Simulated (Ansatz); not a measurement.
A series of calculations on SnO

### Relaxation

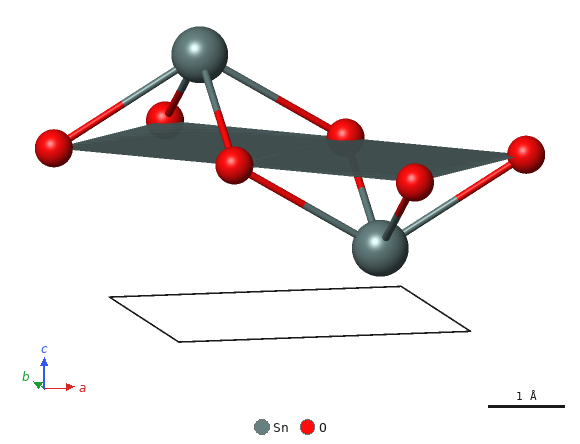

Starting structure of a slab of composition SnO. Style: polyhedral. Shown: the cell of the calculation, outlined in the plane, without the vacuum, slightly off an axis.

Level of theory: DFT PBE+D3(BJ), scalar-relativistic, plane waves, PAW; settings changed in Ansatz 0.2.0.

Input
```yaml
crystal:
  lattice:
    - [3.9733815012, -1.50077e-05, 0.0]
    - [1.50821e-05, 3.9733815012, 0.0]
    - [0.0, 0.0, 30.634924385]
  atoms:
    - { symbol: Sn, position: [0.7499972365, 0.2500027635, 0.4614157227] }
    - { symbol: O, position: [0.2499972364, 0.2500027636, 0.5] }
    - { symbol: O, position: [0.7499972365, 0.7500027636, 0.5] }
    - { symbol: Sn, position: [0.2499972364, 0.7500027635, 0.5385842773] }
  periodic: [true, true, false]
basis:
  ecutwfc: 420
kpoints:
  mp_grid: { grid: [6, 6, 1] }
hamiltonian:
  xc: pbe
  dispersion: d3bj
scf:
  occupations: { method: gaussian, width: 0.02 }
output:
  forces: true
  eigenvalues: true
  stress: true
relax:
  adjacent_minimum: "off"
  f_tol: 0.05
  max_steps: 40
  max_displacement: 0.5
```

Launched with:
```bash
ansatz run input.yaml --threads 2 --pin off --max-ram 5120MiB --backend cpu --events-out ev --progress --plain --runs-dir out
```

Predict the outcome.

Answer. The largest moves, 0.052 Å, are those of Sn1 and Sn4. Sn4 goes along the normal (−c). O stays in place. The cell stays as it was. Near-neighbour distances that change, for instance: O2–Sn4 2.312 → 2.285 Å. Among the angles between lasting bonds that change: O2–Sn1–O2 118.5° → 120.8°, Sn1–O3–Sn1 118.5° → 120.8°. The energy falls by 40.1 meV per cell of the calculation in 1 accepted move (2 points after the start). Largest force component: 0.77 eV/Å at the start, 0.011 eV/Å at the end. The line search rejected the trial step at point 1 of the run. Cost: 23 s on 2 threads of Arm Neoverse N1 (shared host), peak memory 0.62 GiB.

History of the run:

```tsv
step	E − E(0), meV/atom	largest force component, eV/Å	note
0	0.00	0.7696	
1	1.45	0.8398	rejected
2	-10.01	0.0109
```

After the run, drawn alike:

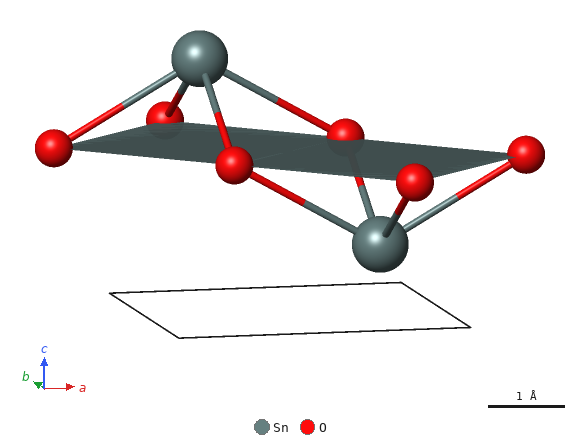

### Relaxation

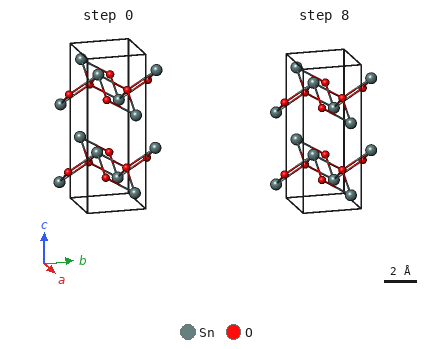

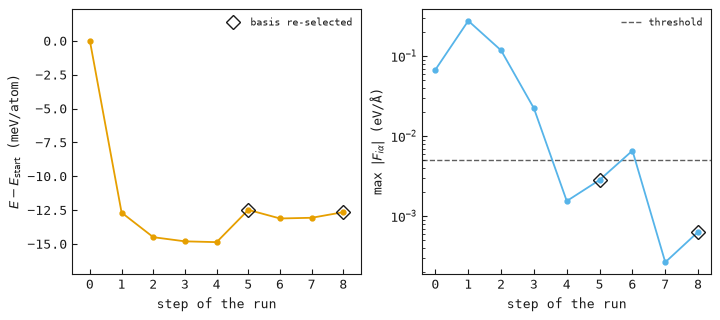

First and last geometry of a relaxation of crystalline SnO (set up in Cmce), with the history of the run. A ball-and-stick model of the cell of the calculation, seen slightly off an axis.

Theory: DFT PBE+D3(BJ), scalar-relativistic, plane waves, PAW (Ansatz).

The input:
```yaml
crystal:
  lattice:
    - [2.736912, -2.737796, 0.0]
    - [2.736912, 2.737796, 0.0]
    - [0.0, 0.0, 10.22196]
  atoms:
    - { symbol: Sn, position: [0.736547, 0.263453, 0.863858] }
    - { symbol: Sn, position: [0.263453, 0.736547, 0.136142] }
    - { symbol: Sn, position: [0.763453, 0.236547, 0.363858] }
    - { symbol: Sn, position: [0.236547, 0.763453, 0.636142] }
    - { symbol: O, position: [0.261944, 0.238056, 0.25] }
    - { symbol: O, position: [0.738056, 0.761944, 0.75] }
    - { symbol: O, position: [0.238056, 0.261944, 0.75] }
    - { symbol: O, position: [0.761944, 0.738056, 0.25] }
basis:
  ecutwfc: 420
kpoints:
  mp_grid: { grid: [10, 10, 4] }
hamiltonian:
  xc: pbe
  dispersion: d3bj
scf:
  occupations: { method: gaussian, width: 0.02 }
output:
  forces: true
  stress: true
  eigenvalues: true
  write_density: true
  write_potential: true
  elf: true
  volumetric_format: npy
relax:
  adjacent_minimum: "off"
  f_tol: 0.005
  max_steps: 80
  cell: { stress_tol: 0.05 }
```

Run as
```bash
ansatz run input.yaml --threads 2 --pin off --max-ram 5120MiB --backend cpu --events-out ev --progress --plain --runs-dir out
```

Did the run converge, and what did it change?

Answer. It converged. The energy falls by 12.6 meV per atom in 6 accepted moves (8 points after the start). The largest force component goes from 0.068 to 0.00064 eV/Å. The pressure goes from −2.17 to −0.02 GPa. At 2 points the geometry stayed and the basis and grid were re-selected for the new cell (energy shift of 2.4 meV per atom at most each time). The largest moves relative to the cell, 0.10 Å, are those of Sn1, Sn2, Sn3 and Sn4. Sn4 goes along [2 −2 −1]. By element the largest moves are Sn 0.10 Å, O 0.06 Å. The drawn cell changes as follows: a = b 3.871 → 3.837 Å (−0.9 %), c 10.222 → 9.527 Å (−6.8 %); the volume changes by −8.4 %. Near-neighbour distances that change, for instance: Sn1–O6 2.264 → 2.241 Å. The space group (tolerance 0.01 Å) goes from Cmce (No. 64) to P4/nmm (No. 129). The run took 6.1 min on 2 threads of Arm Neoverse N1 (shared host), peak memory 0.77 GiB.

### A change

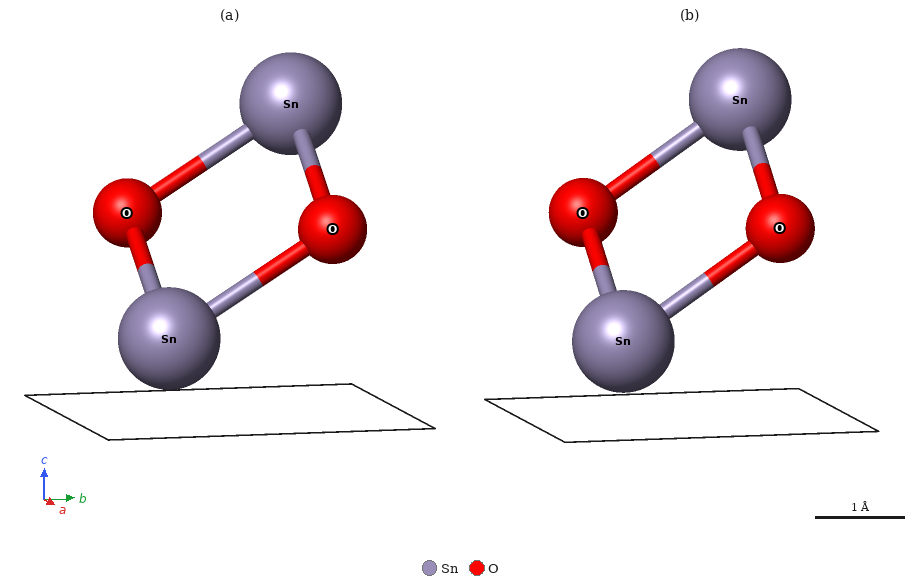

Left: a slab of composition SnO (cut from the P4/nmm phase). Right: the same structure after one change, at the same scale. Style: ball-and-stick. Shown: the cell of the calculation, outlined in the plane, without the vacuum, slightly off an axis.

These are results of DFT PBE+D3(BJ), scalar-relativistic, plane waves, PAW in Ansatz 0.2.0, not measurements. Settings: plane-wave cutoff 420 eV; k-point mesh 6 × 6 × 1; occupations gaussian; smearing width 0.02 eV; no spin polarisation.

**What was changed?**

The sheet is strained in its plane (biaxially) by −4.0 %. The atoms are relaxed.

**How do the computed properties respond?**

In the plane the drawn cell goes a 3.821 → 3.668 Å (−4.0 %), b 3.821 → 3.668 Å (−4.0 %). The largest moves relative to the cell and the layer's centre, 0.047 Å, are those of Sn atoms. O stays in place. Near-neighbour distances before and after: O–Sn 2.246 → 2.208 Å. The space group stays P4/nmm (No. 129). Energy change: +30.6 meV per atom.
